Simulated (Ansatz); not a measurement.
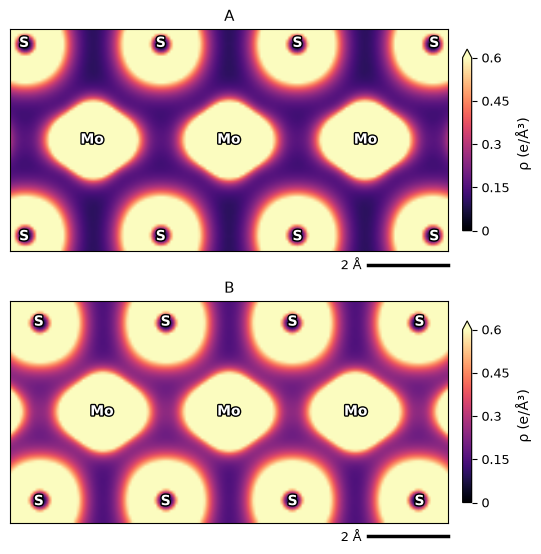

MoS. The valence pseudo-density of two cells that differ in size, on the (110) plane of each (indices in the axes of the calculation cell), at one length scale and on one colour scale: A has 19.5 Å³ an atom and B 15.6.

Space group Pm-3m; started from the CsCl (B2) prototype, which need not be the ambient phase; computed without spin polarisation.

These are results of Ansatz 0.2.0, DFT r2SCAN+U, scalar-relativistic, plane waves, PAW, not measurements.

In a PAW calculation such maps are meaningful between the atoms, not at the nuclei.

The larger cell:

```
CELL_PARAMETERS angstrom
3.39289 0.00000 0.00000
0.00000 3.39289 0.00000
0.00000 0.00000 3.39289
ATOMIC_POSITIONS crystal
Mo 0.00000 0.00000 0.00000
S 0.50000 0.50000 0.50000
```

The smaller cell: a = 3.150 Å, b = 3.150 Å, c = 3.150 Å, α = 90.00°, β = 90.00°, γ = 90.00°.

### What does the compression do to the bonding and the properties?

From the larger cell to the smaller, Mo–S goes from 2.94 to 2.73 Å, and the density at its midpoint from 0.18 to 0.27 e/Å³; the pressure goes from −13 to 6 GPa; the Kohn–Sham gap goes from 1.8 eV to 0.44 eV.
